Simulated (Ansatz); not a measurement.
**CdF₂: density, localisation and related maps**

Input file:

```
crystal:
  lattice:
    - [3.6395936047, 0.0, 0.0]
    - [-1.8197968024, 3.1519805211, 0.0]
    - [0.0, 0.0, 6.7648876738]
  atoms:
    - { symbol: Cd, position: [0.3333333333, 0.6666666667, 0.6165738387] }
    - { symbol: Cd, position: [0.6666666667, 0.3333333333, 0.1165738387] }
    - { symbol: F, position: [0.6666666667, 0.3333333333, 0.756766434] }
    - { symbol: F, position: [0.3333333333, 0.6666666667, 0.256766434] }
    - { symbol: F, position: [0.0, 0.0, 0.0016617272] }
    - { symbol: F, position: [0.0, 0.0, 0.5016617272] }
kpoints:
  mp_grid: { grid: [12, 12, 4] }
  band_path:
    path:
      - [0.0, 0.0, 0.0]
      - [0.5, 0.0, 0.0]
      - [0.3333333333, 0.3333333333, 0.0]
      - [0.0, 0.0, 0.5]
      - [0.5, 0.0, 0.5]
      - [0.3333333333, 0.3333333333, 0.5]
    npoints: 1
hamiltonian:
  xc: r2scan
  dispersion: rvv10
scf:
  occupations: { method: fermi_dirac, width: 0.03 }
  n_extra_bands: 5
output:
  forces: true
  stress: true
  eigenvalues: true
  write_density: true
  write_potential: true
  elf: true
  volumetric_format: npy
```

Run with:

```sh
ansatz run input.yaml --threads 2 --pin off --max-ram 2211MiB --backend cpu --events-out ev --progress --plain --runs-dir out
```

Below, planes, directions and counts refer to the conventional cell (a = 3.64 Å, b = 3.64 Å, c = 6.76 Å, α = 90.00°, β = 90.00°, γ = 120.00°).

Space group P6₃mc; a structure from a database of computed crystals, not necessarily the ambient phase; started from the SnS2-186 prototype, which need not be the ambient phase.

Theory: DFT, r2SCAN+rVV10, plane waves, PAW (Ansatz).

In a PAW calculation such maps are meaningful between the atoms, not at the nuclei.

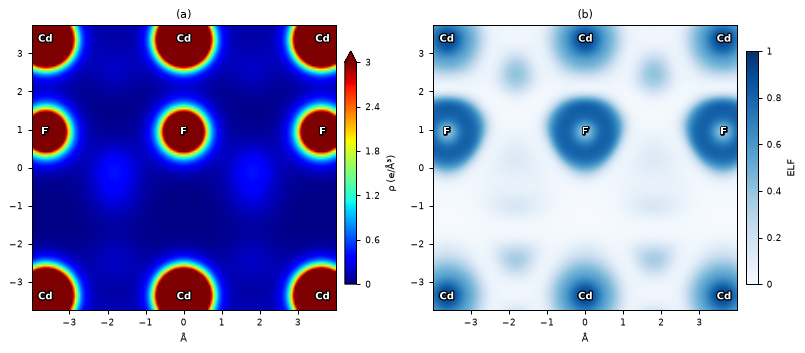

Figure 1. (a) valence electron density; (b) ELF on the (010) plane of the conventional cell.

Question: What do the fields say about this system?

Answer:
- Atoms in the plane: Cd and F.
- Cd–F (2.43 Å): the density is about 0.24 e/Å³ at the midpoint; the ELF is about 0.05 at the midpoint; no shared electron pair shows on this line.
- Between the atoms the lowest density in this plane is 0.01 e/Å³.
- The features right at Cd lie inside the PAW spheres, where the map follows smoothed inner orbitals and isn't to be read closely.

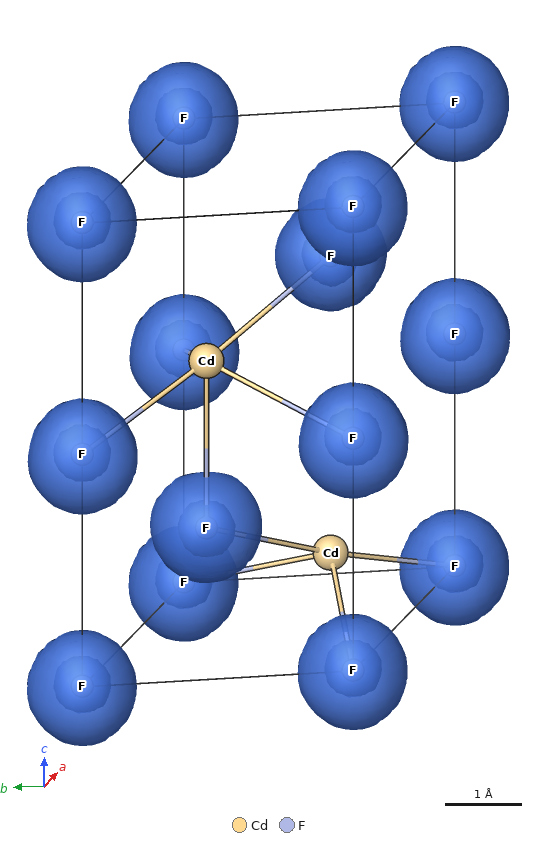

Figure 2. Isosurface of the electron localisation function at 0.75 (blue), seen at an oblique angle. Core shells and regions of very low density are left out. Sticks mark near contacts.

Question: Describe the localisation domains.

Answer: The surface consists of four regions wrapped around F (the valence shell of each), counted in one cell of 6 atoms. Regions shared between cells count once. Along the contacts the grid gives the following. Cd–F (2.24 Å): the ELF peaks at about 0.80 in the valence shell of F, 0.6 Å from its nucleus, and drops to about 0.05 between the two atoms; no localised pair shows between them. Cd–F (2.31 Å): the ELF is about 0.05 at the midpoint: no shared electron pair shows on this line.

Question: Does the calculation make it a metal, or give it a gap?

Answer: It is gapped, with a Kohn–Sham gap of 3.5 eV on the k-point mesh (the band edges may lie off the mesh, which would make the gap smaller).
